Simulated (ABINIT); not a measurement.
## Phonon calculation, with input and output: GaAs (part 3 of 3)

Continued. System: GaAs (F-43m, 2 atoms in the cell). Method: Kohn-Sham DFT of a periodic cell, PBEsol, PseudoDojo NC SR PBEsol v0.4.1 standard, no spin polarisation (ABINIT 10.8.3); cutoff 1034.03 eV, 4×4×4 k-mesh, fixed occupations. The structure derives from an entry of the Crystallography Open Database.

Geometry of the input (Å; fractional positions):
```
0.0000  2.8268  2.8268
2.8268  0.0000  2.8268
2.8268  2.8268  0.0000
As 0.7500  0.7500  0.7500
Ga 0.0000  0.0000  0.0000
```

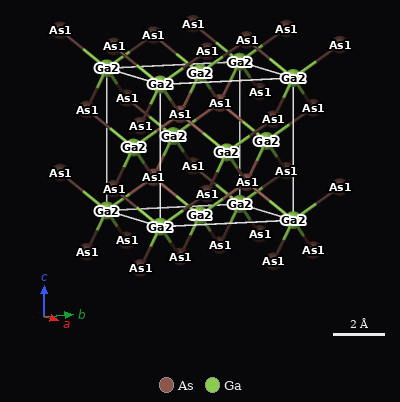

Figure 1. The structure as given in the input (ball-and-stick view of the cell 4 times as large as that of the calculation, set on its symmetry axes, seen slightly off an axis; neighbours outside the cell are drawn fainter; atoms are numbered from 1 in the order of the input).

**What the program printed, continued**
```
 2DEtotal=   -0.7406827541E+02 Ha. Also 2DEtotal=   -0.201550045086E+04 eV
    (  non-var. 2DEtotal :   -7.4068275413E+01 Ha)
================================================================================

 ---- first-order wavefunction calculations are completed ----

 Total localisation tensor (bohr^2) in cartesian coordinates
  WARNING : still subject to testing - especially symmetries.
      direction              matrix element
   alpha     beta       real part   imaginary part
     1        1       1.6211056075    0.0000000000
     1        2       0.8105528038   -0.0000000000
     1        3       0.8105528038    0.0000000000
     2        1       0.8105528038   -0.0000000000
     2        2       1.6211056075   -0.0000000000
     2        3       0.8105528037    0.0000000000
     3        1       0.8105528038    0.0000000000
     3        2       0.8105528037    0.0000000000
     3        3       1.6211056075    0.0000000000

 respfn : d/dk was computed, but no 2DTE, so no DDB output.

================================================================================
== DATASET  3 ==================================================================

--- !DatasetInfo
iteration_state: {dtset: 3, }
dimensions: {natom: 2, nkpt: 128, mband: 14, nsppol: 1, nspinor: 1, nspden: 1, mpw: 3420, }
cutoff_energies: {ecut:  38.0, pawecutdg:  -1.0, }
electrons: {nelect:   2.80000000E+01, charge:   0.00000000E+00, occopt:   1.00000000E+00, tsmear:   1.00000000E-02, }
meta: {optdriver: 1, rfelfd: 3, rfphon: 1, }
...

 mkfilename : getwfk/=0, take file _WFK from output of DATASET   1.

 mkfilename : getddk/=0, take file _1WF from output of DATASET   2.

 Real(R)+Recip(G) space primitive vectors, cartesian coordinates (Bohr,Bohr^-1):
 R(1)=  0.0000000  5.3419723  5.3419723  G(1)= -0.0935984  0.0935984  0.0935984
 R(2)=  5.3419723  0.0000000  5.3419723  G(2)=  0.0935984 -0.0935984  0.0935984
 R(3)=  5.3419723  5.3419723  0.0000000  G(3)=  0.0935984  0.0935984 -0.0935984
 Unit cell volume ucvol=  3.0488418E+02 bohr^3
 Angles (23,13,12)=  6.00000000E+01  6.00000000E+01  6.00000000E+01 degrees
 setup1 : take into account q-point for computing boxcut.

 getcut: wavevector=  0.0000  0.0000  0.0000  ngfft=  45  45  45
         ecut(hartree)=     38.000   => boxcut(ratio)=   2.09884
--------------------------------------------------------------------------------

 ==>  initialize data related to q vector <==

 The list of irreducible perturbations for this q vector is:
    1)    idir= 1    ipert=   1
    2)    idir= 1    ipert=   2
    3)    idir= 1    ipert=   4

================================================================================

 The perturbation idir=   2  ipert=   1 is
 symmetric of a previously calculated perturbation.
 So, its SCF calculation is not needed.

 The perturbation idir=   3  ipert=   1 is
 symmetric of a previously calculated perturbation.
 So, its SCF calculation is not needed.

 The perturbation idir=   2  ipert=   2 is
 symmetric of a previously calculated perturbation.
 So, its SCF calculation is not needed.

 The perturbation idir=   3  ipert=   2 is
 symmetric of a previously calculated perturbation.
 So, its SCF calculation is not needed.

 The perturbation idir=   2  ipert=   4 is
 symmetric of a previously calculated perturbation.
 So, its SCF calculation is not needed.

 The perturbation idir=   3  ipert=   4 is
 symmetric of a previously calculated perturbation.
 So, its SCF calculation is not needed.

--------------------------------------------------------------------------------
 Perturbation wavevector (in red.coord.)   0.000000  0.000000  0.000000
 Perturbation : displacement of atom   1   along direction   1
 Found     2 symmetries that leave the perturbation invariant.
 symkpt : the number of k-points, thanks to the symmetries,
 is reduced to    72 .

--------------------------------------------------------------------------------

--------------------------------------------------------------------------------

 Initialisation of the first-order wave-functions :
  ireadwf=   0

--- !BeginCycle
iteration_state: {dtset: 3, }
solver: {iscf: 7, nstep: 80, nline: 4, wfoptalg: 0, }
tolerances: {tolvrs: 1.00E-08, }
...

     iter   2DEtotal(Ha)        deltaE(Ha) residm    vres2
-ETOT  1   16.987273716556     -5.579E+04 4.202E+01 3.259E+02
 ETOT  2   5.4672523957986     -1.152E+01 3.284E-01 5.957E+01
 ETOT  3   5.4364540329686     -3.080E-02 3.085E-03 7.624E+00
 ETOT  4   5.4348022626498     -1.652E-03 7.391E-04 1.188E+00
 ETOT  5   5.4344247960096     -3.775E-04 8.496E-06 1.036E-02
 ETOT  6   5.4344232341089     -1.562E-06 1.167E-06 3.103E-04
 ETOT  7   5.4344230870472     -1.471E-07 2.383E-08 1.163E-05
 ETOT  8   5.4344230808917     -6.148E-09 3.619E-09 1.079E-06
 ETOT  9   5.4344230804843     -4.075E-10 1.246E-10 2.917E-08
 ETOT 10   5.4344230807317      2.474E-10 1.053E-11 7.347E-10

 At SCF step   10       vres2   =  7.35E-10 < tolvrs=  1.00E-08 =>converged.
-open ddk wf file :runo_DS2_1WF7
-open ddk wf file :runo_DS2_1WF8
-open ddk wf file :runo_DS2_1WF9
================================================================================

 ----iterations are completed or convergence reached----

 Mean square residual over all n,k,spin=   44.860E-15; max=  10.528E-12

 2DEtotal=    0.5434423081E+01 Ha. Also 2DEtotal=    0.147878185474E+03 eV
    (2DErelax=   -5.5805399611E+04 Ha. 2DEnonrelax=    5.5810834034E+04 Ha)
    (  non-var. 2DEtotal :    5.4344133761E+00 Ha)

--------------------------------------------------------------------------------
 Perturbation wavevector (in red.coord.)   0.000000  0.000000  0.000000
 Perturbation : displacement of atom   2   along direction   1
 Found     2 symmetries that leave the perturbation invariant.
 symkpt : the number of k-points, thanks to the symmetries,
 is reduced to    72 .

--------------------------------------------------------------------------------

--------------------------------------------------------------------------------

 Initialisation of the first-order wave-functions :
  ireadwf=   0

--- !BeginCycle
iteration_state: {dtset: 3, }
solver: {iscf: 7, nstep: 80, nline: 4, wfoptalg: 0, }
tolerances: {tolvrs: 1.00E-08, }
...

     iter   2DEtotal(Ha)        deltaE(Ha) residm    vres2
-ETOT  1   23.781495355262     -3.454E+04 3.102E+01 3.133E+02
 ETOT  2   5.5883247096750     -1.819E+01 1.377E-01 1.964E+02
 ETOT  3   5.4381989374775     -1.501E-01 3.561E-03 1.373E+01
 ETOT  4   5.4358513021540     -2.348E-03 4.534E-04 4.619E+00
 ETOT  5   5.4350189698267     -8.323E-04 1.737E-05 7.773E-02
 ETOT  6   5.4350004737968     -1.850E-05 6.427E-06 1.638E-02
 ETOT  7   5.4349958609924     -4.613E-06 8.033E-08 4.895E-04
 ETOT  8   5.4349957038027     -1.572E-07 3.070E-08 4.823E-06
 ETOT  9   5.4349957019182     -1.884E-09 6.230E-10 2.731E-07
 ETOT 10   5.4349957020855      1.673E-10 2.302E-10 9.324E-09

 At SCF step   10       vres2   =  9.32E-09 < tolvrs=  1.00E-08 =>converged.
-open ddk wf file :runo_DS2_1WF7
-open ddk wf file :runo_DS2_1WF8
-open ddk wf file :runo_DS2_1WF9
================================================================================

 ----iterations are completed or convergence reached----

 Mean square residual over all n,k,spin=   44.506E-14; max=  23.016E-11

 2DEtotal=    0.5434995702E+01 Ha. Also 2DEtotal=    0.147893767295E+03 eV
    (2DErelax=   -3.4560172751E+04 Ha. 2DEnonrelax=    3.4565607747E+04 Ha)
    (  non-var. 2DEtotal :    5.4350037423E+00 Ha)

--------------------------------------------------------------------------------
 Perturbation wavevector (in red.coord.)   0.000000  0.000000  0.000000
 Perturbation : homogeneous electric field along direction   1
 The set of symmetries contains only one element for this perturbation.
 symkpt : not enough symmetry to change the number of k points.

--------------------------------------------------------------------------------

--------------------------------------------------------------------------------

 Initialisation of the first-order wave-functions :
  ireadwf=   0

--- !BeginCycle
iteration_state: {dtset: 3, }
solver: {iscf: 7, nstep: 80, nline: 4, wfoptalg: 0, }
tolerances: {tolvrs: 1.00E-08, }
...

     iter   2DEtotal(Ha)        deltaE(Ha) residm    vres2
-ETOT  1  -354.74412260044     -3.547E+02 1.545E+02 5.074E+04
 ETOT  2  -373.85816537691     -1.911E+01 1.518E+01 2.112E+03
 ETOT  3  -374.75618326782     -8.980E-01 1.346E+00 1.005E+02
 ETOT  4  -374.84517694694     -8.899E-02 1.593E-01 1.208E+01
 ETOT  5  -374.85555156414     -1.037E-02 2.511E-02 8.495E-02
 ETOT  6  -374.85657948356     -1.028E-03 3.487E-03 2.625E-02
 ETOT  7  -374.85673227139     -1.528E-04 5.492E-04 1.740E-03
 ETOT  8  -374.85675445696     -2.219E-05 7.909E-05 3.374E-04
 ETOT  9  -374.85675780636     -3.349E-06 1.252E-05 8.783E-06
 ETOT 10  -374.85675830818     -5.018E-07 1.889E-06 2.787E-06
 ETOT 11  -374.85675838550     -7.732E-08 2.957E-07 1.645E-07
 ETOT 12  -374.85675839744     -1.194E-08 4.586E-08 2.994E-09

 At SCF step   12       vres2   =  2.99E-09 < tolvrs=  1.00E-08 =>converged.
-open ddk wf file :runo_DS2_1WF7
-open ddk wf file :runo_DS2_1WF8
-open ddk wf file :runo_DS2_1WF9
================================================================================

 ----iterations are completed or convergence reached----

 Mean square residual over all n,k,spin=   82.873E-12; max=  45.862E-09

 2DEtotal=   -0.3748567584E+03 Ha. Also 2DEtotal=   -0.102003720397E+05 eV
    (  non-var. 2DEtotal :   -3.7485636223E+02 Ha)
================================================================================

 ---- first-order wavefunction calculations are completed ----

 ==> Compute Derivative Database <==
 The violation of the charge neutrality conditions
 by the effective charges is as follows :
    atom        electric field
 displacement     direction
       1               1       -0.190687        0.000000
       1               2        0.000000        0.000000
       1               3        0.000000        0.000000
       2               1       -0.000000        0.000000
       2               2       -0.190687        0.000000
       2               3       -0.000000        0.000000
       3               1        0.000000        0.000000
       3               2       -0.000000        0.000000
       3               3       -0.190687        0.000000

 Effective charge tensors after
 imposition of the charge neutrality (if requested by user),
 and eventual restriction to some part :
   atom    displacement
         1         1   -2.213855E+00    2.677445E-15    1.399293E-15
         1         2    9.010882E-16   -2.213855E+00   -1.295371E-15
         1         3   -1.345177E-15   -2.677445E-15   -2.213855E+00
         2         1    2.213855E+00   -2.677445E-15   -1.399293E-15
         2         2   -9.010882E-16    2.213855E+00    1.295371E-15
         2         3    1.345177E-15    2.677445E-15    2.213855E+00
 Now, the imaginary part of the dynamical matrix is zeroed

  Dynamical matrix, in cartesian coordinates,
   if specified in the inputs, asr has been imposed
     j1       j2             matrix element
  dir pert dir pert     real part    imaginary part

   1    1   1    1         0.0952240274         0.0000000000
   1    1   1    2        -0.0952240274         0.0000000000

   2    1   2    1         0.0952240274         0.0000000000
   2    1   2    2        -0.0952240274         0.0000000000

   3    1   3    1         0.0952240274         0.0000000000
   3    1   3    2        -0.0952240274         0.0000000000

   1    2   1    1        -0.0952233527         0.0000000000
   1    2   1    2         0.0952233527         0.0000000000

   2    2   2    1        -0.0952233527         0.0000000000
   2    2   2    2         0.0952233527         0.0000000000

   3    2   3    1        -0.0952233527         0.0000000000
   3    2   3    2         0.0952233527         0.0000000000

  Dielectric tensor, in cartesian coordinates,
     j1       j2             matrix element
  dir pert dir pert     real part    imaginary part

   1    4   1    4        15.8909403140        -0.0000000000

   2    4   2    4        15.8909403140        -0.0000000000

   3    4   3    4        15.8909403140        -0.0000000000

  Effective charges, in cartesian coordinates,
  (from electric field response)
   if specified in the inputs, charge neutrality has been imposed
     j1       j2             matrix element
  dir pert dir pert     real part    imaginary part

   1    1   1    4        -2.2138552958         0.0000000000
   1    2   1    4         2.2138552958         0.0000000000

   2    1   2    4        -2.2138552958         0.0000000000
   2    2   2    4         2.2138552958         0.0000000000

   3    1   3    4        -2.2138552958         0.0000000000
   3    2   3    4         2.2138552958         0.0000000000

  Effective charges, in cartesian coordinates,
  (from phonon response)
   if specified in the inputs, charge neutrality has been imposed
     j1       j2             matrix element
  dir pert dir pert     real part    imaginary part

   1    4   1    1        -2.2138583967         0.0000000000

   2    4   2    1        -2.2138583967         0.0000000000

   3    4   3    1        -2.2138583967         0.0000000000

   1    4   1    2         2.2138583967         0.0000000000

   2    4   2    2         2.2138583967         0.0000000000

   3    4   3    2         2.2138583967         0.0000000000

  Phonon wavevector (reduced coordinates) :  0.00000  0.00000  0.00000
 Phonon energies in Hartree :
   0.000000E+00  0.000000E+00  0.000000E+00  1.202685E-03  1.202685E-03
   1.202685E-03
 Phonon frequencies in cm-1    :
   0.000000E+00  0.000000E+00  0.000000E+00  2.639589E+02  2.639589E+02
   2.639589E+02

  Phonon at Gamma, with non-analyticity in the
  direction (cartesian coordinates)  1.00000  0.00000  0.00000
 Phonon energies in Hartree :
   0.000000E+00  0.000000E+00  0.000000E+00  1.202685E-03  1.202685E-03
   1.280450E-03
 Phonon frequencies in cm-1    :
   0.000000E+00  0.000000E+00  0.000000E+00  2.639589E+02  2.639589E+02
   2.810263E+02

  Phonon at Gamma, with non-analyticity in the
  direction (cartesian coordinates)  0.00000  1.00000  0.00000
 Phonon energies in Hartree :
   0.000000E+00  0.000000E+00  0.000000E+00  1.202685E-03  1.202685E-03
   1.280450E-03
 Phonon frequencies in cm-1    :
   0.000000E+00  0.000000E+00  0.000000E+00  2.639589E+02  2.639589E+02
   2.810263E+02

  Phonon at Gamma, with non-analyticity in the
  direction (cartesian coordinates)  0.00000  0.00000  1.00000
 Phonon energies in Hartree :
   0.000000E+00  0.000000E+00  0.000000E+00  1.202685E-03  1.202685E-03
   1.280450E-03
 Phonon frequencies in cm-1    :
   0.000000E+00  0.000000E+00  0.000000E+00  2.639589E+02  2.639589E+02
   2.810263E+02

== END DATASET(S) ==============================================================
================================================================================

 -outvars: echo values of variables after computation  --------
            acell      1.8897261259E+00  1.8897261259E+00  1.8897261259E+00 Bohr
           etotal1    -1.8230694519E+02
           etotal2    -7.4068275414E+01
           etotal3    -3.7485675840E+02
            fcart1    -1.7641907808E-28 -1.7641907808E-28  5.2925723423E-28
                       1.7641907808E-28  1.7641907808E-28 -5.2925723423E-28
            fcart3     0.0000000000E+00  0.0000000000E+00  0.0000000000E+00
                       0.0000000000E+00  0.0000000000E+00  0.0000000000E+00
            rprim      0.0000000000E+00  2.8268500000E+00  2.8268500000E+00
                       2.8268500000E+00  0.0000000000E+00  2.8268500000E+00
                       2.8268500000E+00  2.8268500000E+00  0.0000000000E+00
           strten1     2.5015301003E-05  2.5015301003E-05  2.5015301003E-05
                       0.0000000000E+00  0.0000000000E+00  0.0000000000E+00
           strten3     0.0000000000E+00  0.0000000000E+00  0.0000000000E+00
                       0.0000000000E+00  0.0000000000E+00  0.0000000000E+00
           xangst      4.2402750000E+00  4.2402750000E+00  4.2402750000E+00
                       0.0000000000E+00  0.0000000000E+00  0.0000000000E+00
             xred      7.5000000000E-01  7.5000000000E-01  7.5000000000E-01
                       0.0000000000E+00  0.0000000000E+00  0.0000000000E+00
 Calculation completed.
```

**Key numbers**

```csv
quantity,value
outcome,converged
space group (tolerance 0.01 Å),F-43m (216)
electrons treated,28
free energy,−4960.8247 eV
Fermi energy,3.672 eV
pressure,−0.74 GPa
largest force (length of the vector),under 0.001 eV/Å
"ε∞ (xx, yy, zz)","15.89, 15.89, 15.89"
Born charges (mean of the diagonal),As1 (−2.21 e); Ga2 (2.21 e)
wall time,28 min
peak memory,0.37 GiB
```

Points of doubt noted for this run: k mesh coarse for field response.
